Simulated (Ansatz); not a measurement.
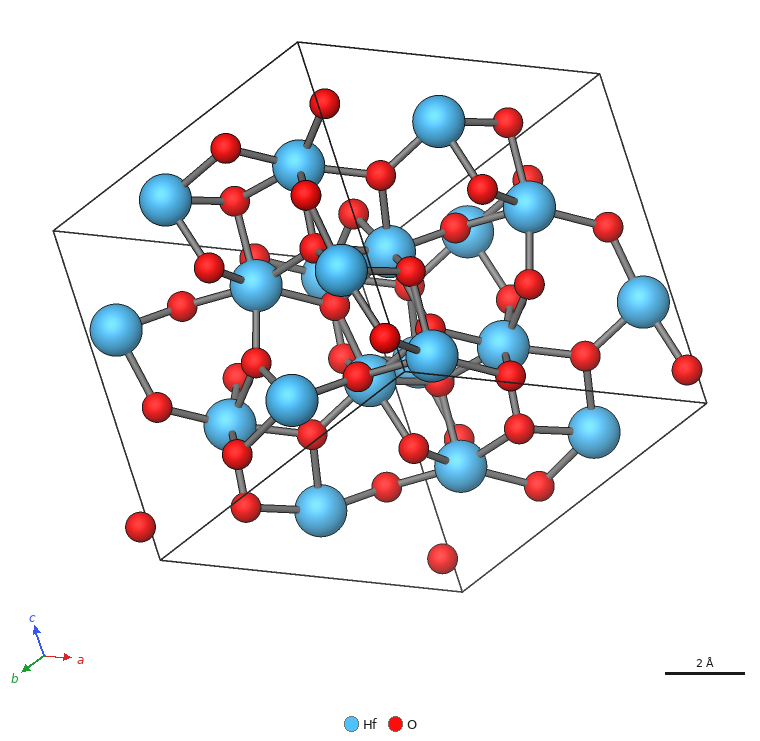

The input geometry (ball-and-stick view of the cell of the calculation, seen at an oblique angle). An atom can appear more than once, as a periodic image.

**Run report: HfO2, single-point calculation (part 1 of 2)**

System: HfO2 (Pca2₁, 48 atoms in the cell).
Method: DFT PBE, scalar-relativistic, plane waves, PAW, no spin polarisation (Ansatz 0.2.0).

The structure derives from a Materials Project entry.

## The input
```yaml
crystal:
  lattice:
    - [-5.219463, 5.004764, 5.032685]
    - [5.219463, -5.004764, 5.032685]
    - [5.219463, 5.004764, -5.032685]
  atoms:
    - { symbol: Hf, position: [0.25446, 0.137223, 0.150243] }
    - { symbol: Hf, position: [0.75446, 0.637223, 0.150243] }
    - { symbol: Hf, position: [0.75446, 0.137223, 0.650243] }
    - { symbol: Hf, position: [0.25446, 0.637223, 0.650243] }
    - { symbol: Hf, position: [0.00446, 0.104217, 0.367237] }
    - { symbol: Hf, position: [0.50446, 0.604217, 0.367237] }
    - { symbol: Hf, position: [0.50446, 0.104217, 0.867237] }
    - { symbol: Hf, position: [0.00446, 0.604217, 0.867237] }
    - { symbol: Hf, position: [0.986981, 0.387223, 0.132763] }
    - { symbol: Hf, position: [0.486981, 0.887223, 0.132763] }
    - { symbol: Hf, position: [0.486981, 0.387223, 0.632763] }
    - { symbol: Hf, position: [0.986981, 0.887223, 0.632763] }
    - { symbol: Hf, position: [0.736981, 0.354217, 0.349757] }
    - { symbol: Hf, position: [0.236981, 0.854217, 0.349757] }
    - { symbol: Hf, position: [0.236981, 0.354217, 0.849757] }
    - { symbol: Hf, position: [0.736981, 0.854217, 0.849757] }
    - { symbol: O, position: [0.225311, 0.37357, 0.219614] }
    - { symbol: O, position: [0.725311, 0.87357, 0.219614] }
    - { symbol: O, position: [0.725311, 0.37357, 0.719614] }
    - { symbol: O, position: [0.225311, 0.87357, 0.719614] }
    - { symbol: O, position: [0.975311, 0.005697, 0.101741] }
    - { symbol: O, position: [0.475311, 0.505697, 0.101741] }
    - { symbol: O, position: [0.475311, 0.005697, 0.601741] }
    - { symbol: O, position: [0.975311, 0.505697, 0.601741] }
    - { symbol: O, position: [0.476205, 0.11312, 0.097033] }
    - { symbol: O, position: [0.976205, 0.61312, 0.097033] }
    - { symbol: O, position: [0.976205, 0.11312, 0.597033] }
    - { symbol: O, position: [0.476205, 0.61312, 0.597033] }
    - { symbol: O, position: [0.726205, 0.379172, 0.113084] }
    - { symbol: O, position: [0.226205, 0.879172, 0.113084] }
    - { symbol: O, position: [0.226205, 0.379172, 0.613084] }
    - { symbol: O, position: [0.726205, 0.879172, 0.613084] }
    - { symbol: O, position: [0.266088, 0.129172, 0.402967] }
    - { symbol: O, position: [0.766088, 0.629172, 0.402967] }
    - { symbol: O, position: [0.766088, 0.129172, 0.902967] }
    - { symbol: O, position: [0.266088, 0.629172, 0.902967] }
    - { symbol: O, position: [0.516088, 0.36312, 0.386916] }
    - { symbol: O, position: [0.016088, 0.86312, 0.386916] }
    - { symbol: O, position: [0.016088, 0.36312, 0.886916] }
    - { symbol: O, position: [0.516088, 0.86312, 0.886916] }
    - { symbol: O, position: [0.653956, 0.12357, 0.398259] }
    - { symbol: O, position: [0.153956, 0.62357, 0.398259] }
    - { symbol: O, position: [0.153956, 0.12357, 0.898259] }
    - { symbol: O, position: [0.653956, 0.62357, 0.898259] }
    - { symbol: O, position: [0.903956, 0.255697, 0.280386] }
    - { symbol: O, position: [0.403956, 0.755697, 0.280386] }
    - { symbol: O, position: [0.403956, 0.255697, 0.780386] }
    - { symbol: O, position: [0.903956, 0.755697, 0.780386] }
basis:
  ecutwfc: 420
  fft_grid_basis: typed
kpoints:
  mp_grid: { grid: [2, 2, 2] }
hamiltonian:
  xc: pbe
  pseudopotentials: { kind: paw }
scf:
  occupations: { method: gaussian, width: 0.05 }
output:
  forces: true
  stress: false
  eigenvalues: true
  bader: false
  write_density: true
  volumetric_format: npy
```

Hardware: 4 threads of Arm Neoverse V1, 24 GiB of memory available, shared host.

Command:
```bash
ansatz run input.yaml --threads 4 --pin off --max-ram 10240MiB --backend cpu --events-out ev --progress --plain --runs-dir out
```

## Log
```
Warning: the atoms were moved onto the symmetric positions of the space group found under crystal.symmetry.tolerance 1.0e-5 (fractional; no operation is sought that the atoms, as they stand in a round, miss by more than twice it, and no atom is moved by as much as it), and the run uses the moved positions. Before a round's move an operation carried an atom to 7.44e-6 Å from where it should land, the largest such distance. Atom 8 (counting from 0) moved farthest, by 6.31e-6 Å; the longest move in fractions of the cell, of whichever atom, is 0.06 of the tolerance, in 1 round. To run the atoms as typed, lower crystal.symmetry.tolerance until the operations that they miss are no longer found, or set crystal.symmetry.detect: false (a key that needs symmetry detection or time reversal refuses this as the deck is read). The positions used, in the order of the run's atom list: position: [0.2544599999999999, 0.13722325000000002, 0.15024275000000004]; position: [0.75446, 0.63722325, 0.15024275000000004]; position: [0.75446, 0.13722325000000002, 0.65024275]; position: [0.2544599999999999, 0.63722325, 0.65024275]; position: [0.004459999999999886, 0.10421724999999996, 0.36723675]; position: [0.50446, 0.60421725, 0.36723675]; position: [0.50446, 0.10421724999999996, 0.86723675]; position: [0.004459999999999886, 0.60421725, 0.86723675]; position: [0.9869804999999999, 0.38722324999999996, 0.13276324999999997]; position: [0.4869804999999999, 0.88722325, 0.13276324999999997]; position: [0.4869804999999999, 0.38722324999999996, 0.63276325]; position: [0.9869804999999999, 0.88722325, 0.63276325]; position: [0.7369805, 0.35421724999999993, 0.34975724999999996]; position: [0.23698049999999996, 0.85421725, 0.34975724999999996]; position: [0.23698049999999996, 0.35421724999999993, 0.84975725]; position: [0.7369805, 0.85421725, 0.84975725]; position: [0.22531099999999993, 0.3735699999999999, 0.219614]; position: [0.725311, 0.87357, 0.219614]; position: [0.725311, 0.3735699999999999, 0.719614]; position: [0.22531099999999993, 0.87357, 0.719614]; position: [0.975311, 0.005697000000000006, 0.101741]; position: [0.47531099999999993, 0.5056970000000001, 0.101741]; position: [0.47531099999999993, 0.005697000000000006, 0.601741]; position: [0.975311, 0.5056970000000001, 0.601741]; position: [0.4762047499999999, 0.11312049999999993, 0.09703275000000003]; position: [0.97620475, 0.6131205, 0.09703275000000003]; position: [0.97620475, 0.11312049999999993, 0.59703275]; position: [0.4762047499999999, 0.6131205, 0.59703275]; position: [0.72620475, 0.37917199999999995, 0.11308424999999998]; position: [0.22620474999999993, 0.8791720000000001, 0.11308424999999998]; position: [0.22620474999999993, 0.37917199999999995, 0.61308425]; position: [0.72620475, 0.8791720000000001, 0.61308425]; position: [0.2660877499999999, 0.129172, 0.40296724999999994]; position: [0.76608775, 0.6291720000000001, 0.40296724999999994]; position: [0.76608775, 0.129172, 0.90296725]; position: [0.2660877499999999, 0.6291720000000001, 0.90296725]; position: [0.51608775, 0.36312049999999996, 0.38691575]; position: [0.016087749999999866, 0.8631205000000001, 0.38691575]; position: [0.016087749999999866, 0.36312049999999996, 0.88691575]; position: [0.51608775, 0.8631205000000001, 0.88691575]; position: [0.653956, 0.12356999999999993, 0.398259]; position: [0.15395599999999993, 0.62357, 0.398259]; position: [0.15395599999999993, 0.12356999999999993, 0.898259]; position: [0.653956, 0.62357, 0.898259]; position: [0.903956, 0.255697, 0.280386]; position: [0.4039559999999999, 0.7556970000000001, 0.280386]; position: [0.4039559999999999, 0.255697, 0.780386]; position: [0.903956, 0.7556970000000001, 0.780386];
Engine: ansatz 0.2.0, aarch64-unknown-linux-gnu
Pseudopotentials: kind: paw
Pseudopotential: Hf, paw, valence charge 26, recommended cutoff 420 eV (normal), Hf.paw.azcp
Pseudopotential: O, paw, valence charge 6, recommended cutoff 420 eV (normal), O.paw.azcp
Functional definition: PBE
  parameter kappa = 0.804
  parameter beta = 0.06672455060314922
  exchange = pbe_x(kappa = kappa, mu = beta*pi^2/3)
  correlation = pbe_c(beta = beta)
Crystal: 48 atoms, lattice volume = 525.859 Å³
Basis set: ecut = 420 eV, 10293 PW (Γ), exchange–correlation on 120×120×120 points (8 copies of the dense FFT grid, shifted against one another)
Bands: 365, of which v1, the nominal top of the filled ones, is band 304 counted from 1 (303 counted from 0)
Symmetry: 16 space group operations
Space group: Pca21 (ITA 29), of the structure as read, at distance tolerance 8.1e-5 Å
k-points: 5 of 8
Non-local potential: Hf, projectors of the file, l = 0: 3, l = 1: 2, l = 2: 2, l = 3: 3
Non-local potential: O, projectors of the file, l = 0: 2, l = 1: 2, l = 2: 1
PAW form: soft (Blöchl's): semilocal exchange-correlation on the pseudo side does not see the compensation charge
PAW one-centre angular grid: Hf, 590 points (default); XC on 64 Gauss nodes
PAW one-centre angular grid: O, 110 points (default); XC on 64 Gauss nodes
Initial density: superposition of atomic densities (neutral atoms: chi_scale 0, normalization atom), corrected by the library's trained network
Initial wavefunctions: pseudopotential atomic-orbital guess
Functional: x = pbe(κ = 0.804, μ = 0.2195149727645171), c = pbe(β = 0.06672455060314922)
SCF iter   1: F=—  HF=-269784.977792 eV  |F-HF|=—  |Δ(HF+E_count)|=         —  Δρ=3.55e-3  dr2=4.65e-2  ethr=1.77e-3  ⟨swp⟩=5.0  Hψ=5590  notcnv=0  defer=114
preconditioner: auto → Resta (q_TF=auto, 2.795 Å⁻¹)  ε∞=5.6  [insulator: Δε(μ)=4.545 eV  Ē_g=18.161 eV  σ=0.050 eV  W_gap=1.00  n_scr=196 (ndim 8)  ℏωp=38.9 eV  f_vac=0.037  D(μ)=0.00/eV (n_scr^D=0)  ε∞_Penn≈5.6]
SCF iter   2: F=—  HF=-269784.977731 eV  |F-HF|=—  |Δ(HF+E_count)|=   6.07e-5  Δρ=1.68e-3  dr2=5.98e-3  ethr=7.65e-6  ⟨swp⟩=2.0  Hψ=3300  notcnv=0  defer=131
SCF iter   3: F=—  HF=-269784.980047 eV  |F-HF|=—  |Δ(HF+E_count)|=   2.32e-3  Δρ=7.81e-4  dr2=1.88e-3  ethr=9.84e-7  ⟨swp⟩=2.2  Hψ=2244  notcnv=0  defer=71
automatic band count: iteration 3 solves 353 bands in place of 365: the levels show a gap, and the empty bands left out lie too high to hold charge; the band table lists the bands solved (type scf.n_extra_bands for more)
SCF iter   4: F=—  HF=-269784.981048 eV  |F-HF|=—  |Δ(HF+E_count)|=   1.00e-3  Δρ=1.36e-4  dr2=1.09e-4  ethr=3.10e-7  ⟨swp⟩=2.0  Hψ=2844  notcnv=0  defer=71
SCF iter   5: F=—  HF=-269784.981006 eV  |F-HF|=—  |Δ(HF+E_count)|=   4.14e-5  Δρ=8.45e-5  dr2=3.03e-5  ethr=1.79e-8  ⟨swp⟩=2.0  Hψ=3073  notcnv=0  defer=71
SCF iter   6: F=—  HF=-269784.980346 eV  |F-HF|=—  |Δ(HF+E_count)|=   6.60e-4  Δρ=2.89e-5  dr2=4.59e-6  ethr=4.98e-9  ⟨swp⟩=2.0  Hψ=2851  notcnv=0  defer=71
SCF iter   7: F=—  HF=-269784.980348 eV  |F-HF|=—  |Δ(HF+E_count)|=   1.83e-6  Δρ=7.59e-6  dr2=3.14e-7  ethr=7.54e-10  ⟨swp⟩=2.2  Hψ=2821  notcnv=0  defer=71
SCF iter   8: F=-269784.980348 eV  HF=-269784.980348 eV  |F-HF|=1.02e-8  |Δ(HF+E_count)|=   1.09e-7  Δρ=3.67e-6  dr2=6.04e-8  ethr=1.64e-11  ⟨swp⟩=10.0  Hψ=8104  notcnv=0
SCF 1 converged in 8 iterations: F = -269784.980348 eV  dr2 = 6.04e-8
  greatest PAW one-centre occupation: 0.999 electrons in one spin orbital (limit 2), on the Hf atom at site 7 (counted from 0), in its partial waves of l = 0
SCF converged after 8 iterations
Free energy (F): -269784.980348 eV
Harris-Foulkes:  -269784.980348 eV  (|F-HF|=1.02e-8)
Internal energy: -269784.980348 eV  (E = F + TS)
E sigma→0 (E₀):  -269784.980348 eV
Fermi energy:    17.492845 eV
--- Per-component energies (eV) ---
  E_band       = 714.136203
  E_kinetic    = 12391.384639
  E_local      = -93425.089339  (includes V_loc(G=0)·N_el)
  E_nonlocal   = -18345.802397
  E_hartree    = 42871.926215
  E_xc         = -7175.648274
  E_vxc        = -7291.800097  (∫ρ·V_xc dr)
  E_paw        = -115903.458180  (= ΣΔE_a)
  E_vpaw       = 21641.534355  (= ΣTr[D̂ρ^β])
  E_aug_tail   = 0.079400  (compensation charges beyond the density's cutoff)
  E_ewald      = -90198.372411
  E_smearing   = -0.000000  (= −TS)
  E_closure    = -0.000000  (closes the sum)
  Σ components = -269784.980348   (vs F -269784.980348, Δ=0.00e0)
--- Forces (eV/Å), atoms counted from 1 ---
  atom   1  Hf    -0.05227608     0.02670283     0.08950222
  atom   2  Hf    -0.05227608     0.02670283     0.08950222
  atom   3  Hf    -0.05227608     0.02670283     0.08950222
  atom   4  Hf    -0.05227608     0.02670283     0.08950222
  atom   5  Hf     0.05227608     0.02670283     0.08950222
  atom   6  Hf     0.05227608     0.02670283     0.08950222
  atom   7  Hf     0.05227608     0.02670283     0.08950222
  atom   8  Hf     0.05227608     0.02670283     0.08950222
  atom   9  Hf    -0.05227608    -0.02670283     0.08950222
  atom  10  Hf    -0.05227608    -0.02670283     0.08950222
  atom  11  Hf    -0.05227608    -0.02670283     0.08950222
  atom  12  Hf    -0.05227608    -0.02670283     0.08950222
  atom  13  Hf     0.05227608    -0.02670283     0.08950222
  atom  14  Hf     0.05227608    -0.02670283     0.08950222
  atom  15  Hf     0.05227608    -0.02670283     0.08950222
  atom  16  Hf     0.05227608    -0.02670283     0.08950222
  atom  17  O      0.02959550     0.03440225    -0.01093180
  atom  18  O      0.02959550     0.03440225    -0.01093180
  atom  19  O      0.02959550     0.03440225    -0.01093180
  atom  20  O      0.02959550     0.03440225    -0.01093180
  atom  21  O     -0.02959550     0.03440225    -0.01093180
  atom  22  O     -0.02959550     0.03440225    -0.01093180
  atom  23  O     -0.02959550     0.03440225    -0.01093180
  atom  24  O     -0.02959550     0.03440225    -0.01093180
  atom  25  O      0.03437600    -0.07894259    -0.07857029
  atom  26  O      0.03437600    -0.07894259    -0.07857029
  atom  27  O      0.03437600    -0.07894259    -0.07857029
  atom  28  O      0.03437600    -0.07894259    -0.07857029
  atom  29  O     -0.03437600    -0.07894259    -0.07857029
  atom  30  O     -0.03437600    -0.07894259    -0.07857029
  atom  31  O     -0.03437600    -0.07894259    -0.07857029
  atom  32  O     -0.03437600    -0.07894259    -0.07857029
  atom  33  O     -0.03437600     0.07894259    -0.07857029
  atom  34  O     -0.03437600     0.07894259    -0.07857029
  atom  35  O     -0.03437600     0.07894259    -0.07857029
  atom  36  O     -0.03437600     0.07894259    -0.07857029
  atom  37  O      0.03437600     0.07894259    -0.07857029
  atom  38  O      0.03437600     0.07894259    -0.07857029
  atom  39  O      0.03437600     0.07894259    -0.07857029
  atom  40  O      0.03437600     0.07894259    -0.07857029
  atom  41  O      0.02959550    -0.03440225    -0.01093180
  atom  42  O      0.02959550    -0.03440225    -0.01093180
  atom  43  O      0.02959550    -0.03440225    -0.01093180
  atom  44  O      0.02959550    -0.03440225    -0.01093180
  atom  45  O     -0.02959550    -0.03440225    -0.01093180
  atom  46  O     -0.02959550    -0.03440225    -0.01093180
  atom  47  O     -0.02959550    -0.03440225    -0.01093180
  atom  48  O     -0.02959550    -0.03440225    -0.01093180
  max |Σ_I F_I| component: 2.14e-6 eV/Å
--- Band table (eV; the first three rows and the last of 5) ---
```
